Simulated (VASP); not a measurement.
Geometry relaxation, with input and output: P (part 2 of 2)

The same run, continued: P (2 atoms in the cell); Kohn-Sham DFT of a periodic cell, PBEsol with D3(BJ), VASP PAW PBE potentials, recommended, no spin polarisation (VASP 6.6.1); cutoff 200 eV, 12×12×12 k-mesh, Gaussian smearing of 0.02 eV. The structure derives from a Materials Project entry.

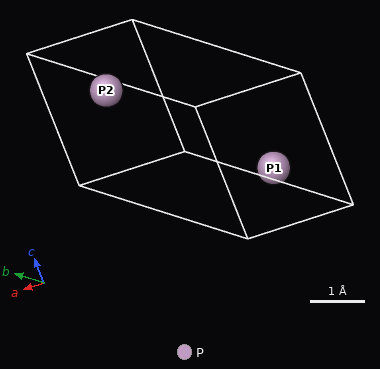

The geometry at step 5 of the log (ball-and-stick view of the cell of the calculation, seen at an oblique angle; atoms are numbered from 1 in the order of the input).

Parts of OUTCAR, continued:
```
 -----------------------------------------------------------------------------
  energy-cutoff  :      200.00
  volume of cell :       26.20
      direct lattice vectors                 reciprocal lattice vectors
     1.665325107  0.961475901  2.726957392     0.300241675  0.173344612  0.122236355
    -1.665325107  0.961475901  2.726957392    -0.300241675  0.173344612  0.122236355
     0.000000000 -1.922951793  2.726957392     0.000000000 -0.346689224  0.122236356

 POSITION                                       TOTAL-FORCE (eV/Angst)
 -----------------------------------------------------------------------------------
      0.00000      0.00000      1.99587         0.000000     -0.000000     -0.036362
      0.00000      0.00000      6.18500         0.000000      0.000000      0.036362
 -----------------------------------------------------------------------------------
    total drift:                                0.000000      0.000000      0.000000

  FREE ENERGIE OF THE ION-ELECTRON SYSTEM (eV)
  ---------------------------------------------------
  free  energy   TOTEN  =       -12.1640847975 eV

  energy  without entropy=      -12.1639752830  energy(sigma->0) =      -12.16403004

  enthalpy is  TOTEN    =       -11.1829973881 eV   P V=        0.9810874093

--------------------------------------- Ionic step        2  -------------------------------------------

 number of electron      10.0000001 magnetization

------------------------ aborting loop because EDIFF is reached ----------------------------------------

 Edisp (eV)   -0.87822

 E8    (eV) :    -0.5213

  FORCE on cell =-STRESS in cart. coord.  units (eV):
  Direction    XX          YY          ZZ          XY          YZ          ZX
  --------------------------------------------------------------------------------------
  -------------------------------------------------------------------------------------
  Total       1.18601     1.18601     1.14158     0.00000     0.00000     0.00000
  in kB      73.46247    73.46247    70.71051     0.00000     0.00000     0.00000
  external pressure =       12.55 kB  Pullay stress =       60.00 kB

 VOLUME and BASIS-vectors are now :
 -----------------------------------------------------------------------------
  energy-cutoff  :      200.00
  volume of cell :       25.87
      direct lattice vectors                 reciprocal lattice vectors
     1.661162636  0.959072698  2.705937821     0.300994008  0.173778972  0.123185880
    -1.661162636  0.959072698  2.705937821    -0.300994008  0.173778972  0.123185880
     0.000000000 -1.918145385  2.705937821     0.000000000 -0.347557944  0.123185881

 POSITION                                       TOTAL-FORCE (eV/Angst)
 -----------------------------------------------------------------------------------
      0.00000      0.00000      1.97874         0.000000      0.000000      0.008716
      0.00000      0.00000      6.13907        -0.000000     -0.000000     -0.008716
 -----------------------------------------------------------------------------------
    total drift:                                0.000000     -0.000000     -0.000000

  FREE ENERGIE OF THE ION-ELECTRON SYSTEM (eV)
  ---------------------------------------------------
  free  energy   TOTEN  =       -12.1519599666 eV

  energy  without entropy=      -12.1518299031  energy(sigma->0) =      -12.15189493

  enthalpy is  TOTEN    =       -11.1832954046 eV   P V=        0.9686645621

--------------------------------------- Ionic step        3  -------------------------------------------

 number of electron      10.0000000 magnetization

------------------------ aborting loop because EDIFF is reached ----------------------------------------

 Edisp (eV)   -0.87304

 E8    (eV) :    -0.5182

  FORCE on cell =-STRESS in cart. coord.  units (eV):
  Direction    XX          YY          ZZ          XY          YZ          ZX
  --------------------------------------------------------------------------------------
  -------------------------------------------------------------------------------------
  Total       1.04153     1.04153     0.93645     0.00000     0.00000     0.00000
  in kB      64.14464    64.14464    57.67277     0.00000     0.00000     0.00000
  external pressure =        1.99 kB  Pullay stress =       60.00 kB

 VOLUME and BASIS-vectors are now :
 -----------------------------------------------------------------------------
  energy-cutoff  :      200.00
  volume of cell :       26.01
      direct lattice vectors                 reciprocal lattice vectors
     1.663032094  0.960152030  2.715378175     0.300655653  0.173583622  0.122757609
    -1.663032094  0.960152030  2.715378175    -0.300655653  0.173583622  0.122757609
     0.000000000 -1.920304049  2.715378175     0.000000000 -0.347167245  0.122757610

 POSITION                                       TOTAL-FORCE (eV/Angst)
 -----------------------------------------------------------------------------------
      0.00000      0.00000      1.98644        -0.000000     -0.000000     -0.009036
      0.00000      0.00000      6.15970         0.000000      0.000000      0.009036
 -----------------------------------------------------------------------------------
    total drift:                                0.000000      0.000000     -0.000000

  FREE ENERGIE OF THE ION-ELECTRON SYSTEM (eV)
  ---------------------------------------------------
  free  energy   TOTEN  =       -12.1580871813 eV

  energy  without entropy=      -12.1579794256  energy(sigma->0) =      -12.15803330

  enthalpy is  TOTEN    =       -11.1838540953 eV   P V=        0.9742330860

[... ionic steps 4 to 7 ...]

--------------------------------------- Ionic step        8  -------------------------------------------

 number of electron      10.0000000 magnetization

------------------------ aborting loop because EDIFF is reached ----------------------------------------

 Edisp (eV)   -0.87222

 E8    (eV) :    -0.5177

  FORCE on cell =-STRESS in cart. coord.  units (eV):
  Direction    XX          YY          ZZ          XY          YZ          ZX
  --------------------------------------------------------------------------------------
  -------------------------------------------------------------------------------------
  Total       0.98053     0.98053     0.98657     0.00000     0.00000     0.00000
  in kB      60.33278    60.33278    60.70435     0.00000     0.00000     0.00000
  external pressure =        0.46 kB  Pullay stress =       60.00 kB

 VOLUME and BASIS-vectors are now :
 -----------------------------------------------------------------------------
  energy-cutoff  :      200.00
  volume of cell :       26.04
      direct lattice vectors                 reciprocal lattice vectors
     1.665597111  0.961632943  2.709489383     0.300192644  0.173316304  0.123024410
    -1.665597111  0.961632943  2.709489383    -0.300192644  0.173316304  0.123024410
     0.000000000 -1.923265876  2.709489382     0.000000000 -0.346632608  0.123024411

 POSITION                                       TOTAL-FORCE (eV/Angst)
 -----------------------------------------------------------------------------------
      0.00000      0.00000      1.98101        -0.000000     -0.000000     -0.005021
      0.00000      0.00000      6.14746         0.000000      0.000000      0.005021
 -----------------------------------------------------------------------------------
    total drift:                               -0.000000     -0.000000      0.000000

  FREE ENERGIE OF THE ION-ELECTRON SYSTEM (eV)
  ---------------------------------------------------
  free  energy   TOTEN  =       -12.1591246751 eV

  energy  without entropy=      -12.1590115574  energy(sigma->0) =      -12.15906812

  enthalpy is  TOTEN    =       -11.1840033326 eV   P V=        0.9751213425

--------------------------------------- Ionic step        9  -------------------------------------------

 number of electron      10.0000000 magnetization

------------------------ aborting loop because EDIFF is reached ----------------------------------------

 Edisp (eV)   -0.87201

 E8    (eV) :    -0.5176

  FORCE on cell =-STRESS in cart. coord.  units (eV):
  Direction    XX          YY          ZZ          XY          YZ          ZX
  --------------------------------------------------------------------------------------
  -------------------------------------------------------------------------------------
  Total       0.97570     0.97570     0.98125     0.00000     0.00000     0.00000
  in kB      60.02148    60.02148    60.36240     0.00000     0.00000     0.00000
  external pressure =        0.14 kB  Pullay stress =       60.00 kB

 VOLUME and BASIS-vectors are now :
 -----------------------------------------------------------------------------
  energy-cutoff  :      200.00
  volume of cell :       26.04
      direct lattice vectors                 reciprocal lattice vectors
     1.665741863  0.961716516  2.709666123     0.300166557  0.173301243  0.123016386
    -1.665741863  0.961716516  2.709666123    -0.300166557  0.173301243  0.123016386
    -0.000000000 -1.923433020  2.709666123     0.000000000 -0.346602485  0.123016386

 POSITION                                       TOTAL-FORCE (eV/Angst)
 -----------------------------------------------------------------------------------
     -0.00000      0.00000      1.98066         0.000000     -0.000000     -0.001851
     -0.00000      0.00000      6.14834        -0.000000      0.000000      0.001851
 -----------------------------------------------------------------------------------
    total drift:                                0.000000      0.000000      0.000000

  FREE ENERGIE OF THE ION-ELECTRON SYSTEM (eV)
  ---------------------------------------------------
  free  energy   TOTEN  =       -12.1593620244 eV

  energy  without entropy=      -12.1592465002  energy(sigma->0) =      -12.15930426

  enthalpy is  TOTEN    =       -11.1840075670 eV   P V=        0.9753544574

--------------------------------------- Ionic step       10  -------------------------------------------

 number of electron      10.0000000 magnetization

 Free energy of the ion-electron system (eV)
  ---------------------------------------------------
  ext. energy  EPLUGINS =         0.00000000
  ---------------------------------------------------
  free energy    TOTEN  =       -11.28758639 eV

  energy without entropy =      -11.28746932  energy(sigma->0) =      -11.28752786

 E-fermi :  11.4248     XC(G=0): -11.8622     alpha+bet :-16.9535

 val. band max:       11.4095529902   @ k =   0.3333   0.3333   0.3333
 cond. band min:      11.4294073680   @ k =   0.5000   0.0833  -0.0000
 fundamental gap:      0.0198543777
 Fermi energy:        11.4248436808

 k-point     1 :       0.0000    0.0000    0.0000
  band No.  band energies     occupation
      1      -6.4634      2.00000
      2       8.9100      2.00000
      3       8.9100      2.00000
      4       9.0883      2.00000
      5      10.9843      2.00000
      6      15.2864      0.00000
      7      15.4800      0.00000
      8      15.4800      0.00000
      9      17.0529      0.00000

 k-point     2 :       0.0833   -0.0000   -0.0000
  band No.  band energies     occupation
      1      -6.3337      2.00000
      2       7.6686      2.00000
      3       8.8698      2.00000
      4       9.0282      2.00000
      5      11.7746      0.00000
      6      15.2066      0.00000
      7      15.4559      0.00000
      8      15.6905      0.00000
      9      16.0137      0.00000

 k-point     3 :       0.1667    0.0000    0.0000
  band No.  band energies     occupation
      1      -5.9451      2.00000
      2       5.6337      2.00000
      3       8.7898      2.00000
      4       8.9450      2.00000
      5      12.3655      0.00000
      6      14.0183      0.00000
      7      14.0262      0.00000
      8      15.8084      0.00000
      9      16.6991      0.00000

 k-point     4 :       0.2500    0.0000    0.0000
  band No.  band energies     occupation
      1      -5.2997      2.00000
      2       3.5520      2.00000
      3       8.7618      2.00000
      4       8.9196      2.00000
      5      12.3159      0.00000
      6      12.6590      0.00000
      7      12.8719      0.00000
      8      15.1041      0.00000
      9      18.0131      0.00000

 k-point     5 :       0.3333    0.0000   -0.0000
  band No.  band energies     occupation
      1      -4.4000      2.00000
      2       1.5611      2.00000
      3       8.8298      2.00000
      4       9.0022      2.00000
      5      11.4448      0.15751
      6      11.5391      0.00000
      7      12.6419      0.00000
      8      14.3376      0.00000
      9      19.6839      0.00000

 [... the levels of 18 k-points are left out ...]

 k-point    24 :      -0.4167    0.1667    0.0000
  band No.  band energies     occupation
      1      -1.9461      2.00000
      2      -0.9553      2.00000
      3       5.7111      2.00000
      4       7.9604      2.00000
      5       9.4786      2.00000
      6      12.2794      0.00000
      7      15.0914      0.00000
      8      16.6739      0.00000
      9      20.3475      0.00000

 [... further k-points ...]

------------------------ aborting loop because EDIFF is reached ----------------------------------------

 Edisp (eV)   -0.87190

 E8    (eV) :    -0.5175

  FORCE on cell =-STRESS in cart. coord.  units (eV):
  Direction    XX          YY          ZZ          XY          YZ          ZX
  --------------------------------------------------------------------------------------
  -------------------------------------------------------------------------------------
  Total       0.97375     0.97375     0.97900     0.00000     0.00000     0.00000
  in kB      59.89360    59.89360    60.21679     0.00000     0.00000     0.00000
  external pressure =        0.00 kB  Pullay stress =       60.00 kB

 VOLUME and BASIS-vectors are now :
 -----------------------------------------------------------------------------
  energy-cutoff  :      200.00
  volume of cell :       26.05
      direct lattice vectors                 reciprocal lattice vectors
     1.665816875  0.961759824  2.709757713     0.300153040  0.173293439  0.123012228
    -1.665816875  0.961759824  2.709757713    -0.300153040  0.173293439  0.123012228
    -0.000000000 -1.923519637  2.709757713     0.000000000 -0.346586878  0.123012228

 POSITION                                       TOTAL-FORCE (eV/Angst)
 -----------------------------------------------------------------------------------
     -0.00000      0.00000      1.98048         0.000000     -0.000000     -0.000263
     -0.00000      0.00000      6.14879        -0.000000      0.000000      0.000263
 -----------------------------------------------------------------------------------
    total drift:                                0.000000      0.000000      0.000000

  FREE ENERGIE OF THE ION-ELECTRON SYSTEM (eV)
  ---------------------------------------------------
  free  energy   TOTEN  =       -12.1594834194 eV

  energy  without entropy=      -12.1593663500  energy(sigma->0) =      -12.15942488

  enthalpy is  TOTEN    =       -11.1840081435 eV   P V=        0.9754752758

 reached required accuracy - stopping structural energy minimisation
```

CONTCAR:
```
P
   1.00000000000000
     1.6658168752168079    0.9617598242127533    2.7097577133188291
    -1.6658168752168079    0.9617598242127533    2.7097577133188291
    -0.0000000000000000   -1.9235196370440402    2.7097577126671455
  P
     2
Direct
     0.2436234284732753    0.2436234284732753    0.2436234284712719
     0.7563765715267246    0.7563765715267246    0.7563765715287279

  0.00000000E+00  0.00000000E+00  0.00000000E+00
  0.00000000E+00  0.00000000E+00  0.00000000E+00
```

Trajectory as extended XYZ (Å, eV, eV/Å), 10 frames, from step=0 to step=9:
```
2
Lattice="1.6653 0.9615 2.7270 -1.6653 0.9615 2.7270 0.0000 -1.9230 2.7270" Properties=species:S:1:pos:R:3:forces:R:3 step=0 energy=-12.16409
P     0.0000    0.0000    1.9959    0.0000   0.0000  -0.0364
P     0.0000    0.0000    6.1850    0.0000   0.0000   0.0364
2
Lattice="1.6612 0.9591 2.7059 -1.6612 0.9591 2.7059 0.0000 -1.9181 2.7059" Properties=species:S:1:pos:R:3:forces:R:3 step=1 energy=-12.15196
P     0.0000    0.0000    1.9787    0.0000   0.0000   0.0087
P     0.0000    0.0000    6.1391    0.0000   0.0000  -0.0087
2
Lattice="1.6630 0.9602 2.7154 -1.6630 0.9602 2.7154 0.0000 -1.9203 2.7154" Properties=species:S:1:pos:R:3:forces:R:3 step=2 energy=-12.15809
P     0.0000    0.0000    1.9864    0.0000   0.0000  -0.0090
P     0.0000    0.0000    6.1597    0.0000   0.0000   0.0090
2
Lattice="1.6652 0.9614 2.7114 -1.6652 0.9614 2.7114 0.0000 -1.9228 2.7114" Properties=species:S:1:pos:R:3:forces:R:3 step=3 energy=-12.15930
P     0.0000    0.0000    1.9830    0.0000   0.0000  -0.0088
P     0.0000    0.0000    6.1513    0.0000   0.0000   0.0088
2
Lattice="1.6658 0.9617 2.7103 -1.6658 0.9617 2.7103 0.0000 -1.9235 2.7103" Properties=species:S:1:pos:R:3:forces:R:3 step=4 energy=-12.15962
P     0.0000    0.0000    1.9820    0.0000   0.0000  -0.0091
P     0.0000    0.0000    6.1489    0.0000   0.0000   0.0091
2
Lattice="1.6657 0.9617 2.7104 -1.6657 0.9617 2.7104 0.0000 -1.9234 2.7104" Properties=species:S:1:pos:R:3:forces:R:3 step=5 energy=-12.15958
P     0.0000    0.0000    1.9821    0.0000   0.0000  -0.0092
P     0.0000    0.0000    6.1491    0.0000   0.0000   0.0092
2
Lattice="1.6656 0.9616 2.7094 -1.6656 0.9616 2.7094 0.0000 -1.9233 2.7094" Properties=species:S:1:pos:R:3:forces:R:3 step=6 energy=-12.15908
P     0.0000    0.0000    1.9809    0.0000   0.0000  -0.0044
P     0.0000    0.0000    6.1473    0.0000   0.0000   0.0044
2
Lattice="1.6656 0.9616 2.7095 -1.6656 0.9616 2.7095 0.0000 -1.9233 2.7095" Properties=species:S:1:pos:R:3:forces:R:3 step=7 energy=-12.15913
P     0.0000    0.0000    1.9810    0.0000   0.0000  -0.0050
P     0.0000    0.0000    6.1475    0.0000   0.0000   0.0050
2
Lattice="1.6657 0.9617 2.7097 -1.6657 0.9617 2.7097 -0.0000 -1.9234 2.7097" Properties=species:S:1:pos:R:3:forces:R:3 step=8 energy=-12.15936
P     0.0000    0.0000    1.9807    0.0000   0.0000  -0.0019
P     0.0000    0.0000    6.1483    0.0000   0.0000   0.0019
2
Lattice="1.6658 0.9618 2.7098 -1.6658 0.9618 2.7098 -0.0000 -1.9235 2.7098" Properties=species:S:1:pos:R:3:forces:R:3 step=9 energy=-12.15948
P     0.0000    0.0000    1.9805    0.0000   0.0000  -0.0003
P     0.0000    0.0000    6.1488    0.0000   0.0000   0.0003
```

This output came from the following input.

INCAR:
```
SYSTEM = P
PREC = Accurate
ENCUT = 200
EDIFF = 1E-7
ISMEAR = 0
SIGMA = 0.02
LREAL = .FALSE.
LASPH = .TRUE.
NELM = 100
ALGO = Fast
ISIF = 3
LWAVE = .FALSE.
LCHARG = .FALSE.
GGA = PS
IVDW = 12
IBRION = 2
NSW = 80
EDIFFG = -0.002
PSTRESS = 60.0
```

KPOINTS:
```
Automatic mesh
0
G
  12 12 12
  0 0 0
```

POSCAR:
```
P                                       
1.0
    1.6653251069      0.9614759014      2.7269573924
   -1.6653251069      0.9614759014      2.7269573924
    0.0000000000     -1.9229517927      2.7269573922
  P             
     2
Direct
     0.2439675568804084    0.2439675568804084    0.2439675568784071
     0.7560324431195916    0.7560324431195916    0.7560324431215929
```

Command:
```bash
cat potpaw_PBE.64/P/POTCAR > POTCAR
mpirun -np 1 vasp_std > vasp.out
```

Key numbers:

| quantity | value |
| --- | --- |
| outcome | converged |
| space group (tolerance 0.01 Å) | R-3m (166) |
| electrons treated | 10 |
| free energy | −12.1595 eV |
| dispersion energy | −0.8719 eV |
| gap on the k-point mesh | none (metallic) |
| pressure | 6.00 GPa |
| final volume | 26.05 Å³ |
| largest force (length of the vector) at the end | under 0.001 eV/Å |
| final cell | a = 3.323 Å, b = 3.323 Å, c = 3.323 Å, α = 60.17°, β = 60.17°, γ = 60.17° |
| hardware | 1 thread of Intel Xeon @ 2.90GHz (Ice Lake), 360 GiB of memory available, shared host |
| wall time | 43 s |
| peak memory | 0.13 GiB |

Remarks:

The cell was relaxed to the target pressure of the input; what is minimised is then the enthalpy E + pV.
